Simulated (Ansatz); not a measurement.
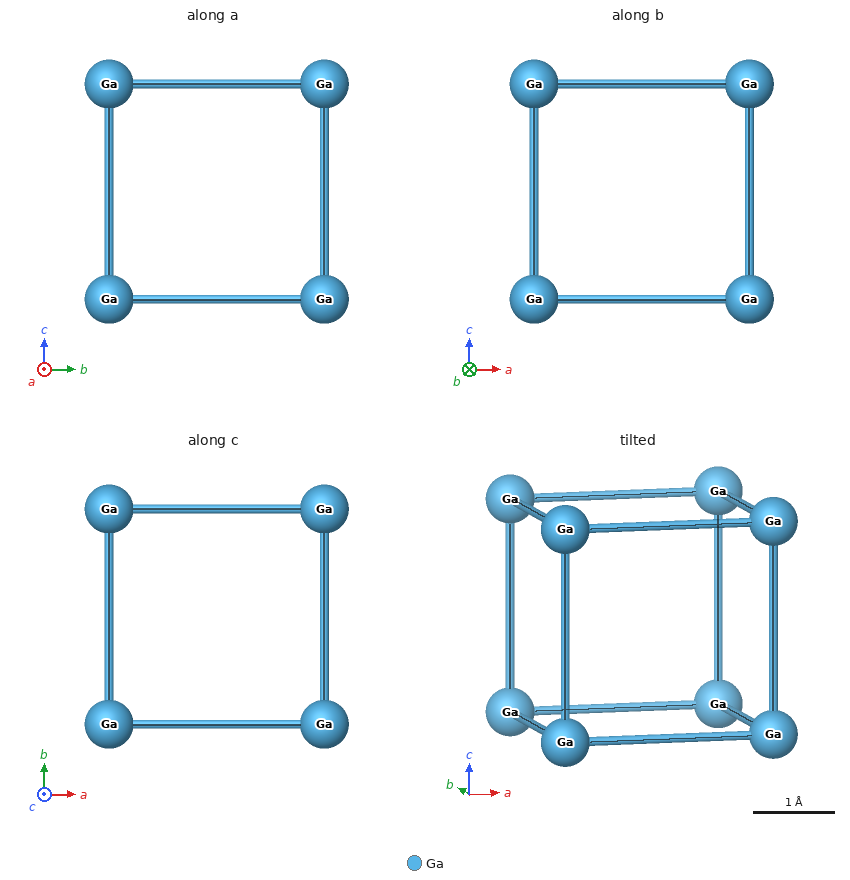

A ball-and-stick rendering, viewed along the a axis, along the b axis, along the c axis and slightly off an axis. The conventional unit cell is outlined; an atom on or near a face, edge or corner is repeated at each equivalent position.

Lattice parameters: a = 2.6594 Å, b = 2.6594 Å, c = 2.6594 Å, α = 90.000°, β = 90.000°, γ = 90.000°.

**Convert the drawing into a CIF in P1 with every atom of the cell.**

```cif
data_structure
_symmetry_space_group_name_H-M 'P 1'
_symmetry_Int_Tables_number 1
_cell_length_a 2.6594
_cell_length_b 2.6594
_cell_length_c 2.6594
_cell_angle_alpha 90.000
_cell_angle_beta 90.000
_cell_angle_gamma 90.000
_cell_volume 18.81
loop_
_atom_site_label
_atom_site_type_symbol
_atom_site_fract_x
_atom_site_fract_y
_atom_site_fract_z
_atom_site_occupancy
Ga1 Ga 0.0000 0.0000 0.0000 1
```

The structure was taken from a structure type filled with this element by a generator (whether the element takes this form wasn't checked). Earlier steps of the study may have refined or changed the cell and positions. Ansatz was used for an electronic-structure calculation on it.
